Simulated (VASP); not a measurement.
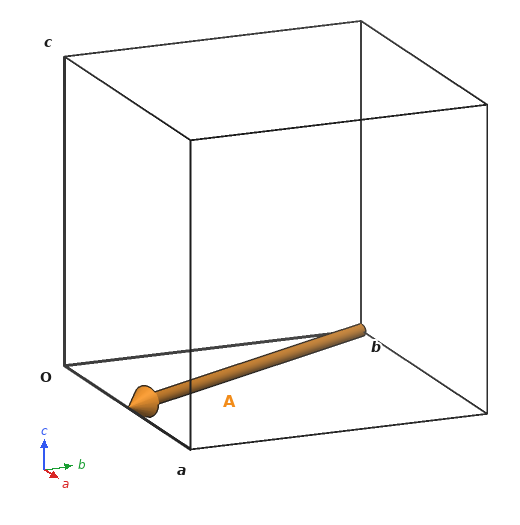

Crystal: Na, an entry of the Crystallography Open Database, as set up for an electronic-structure calculation. The arrow starts at a corner of the unit cell and ends on its surface; where a tip isn't a corner, dashed lines run from it parallel to the axes. Symmetry computed with spglib at a tolerance of 0.002 Å; standard conventional cell.

a = 4.282 Å, b = 4.282 Å, c = 4.282 Å, α = 90.00°, β = 90.00°, γ = 90.00°.

Give [uvw] of the arrow.

Arrow A runs from (0, 1, 0) to (1/2, 0, 0), so [1 −2 0].

How long is the vector ua + vb + wc?

9.575 Å.

In Im-3m (No. 229), how many directions are equivalent to A (Laue class m-3m, both senses counted)?

24.
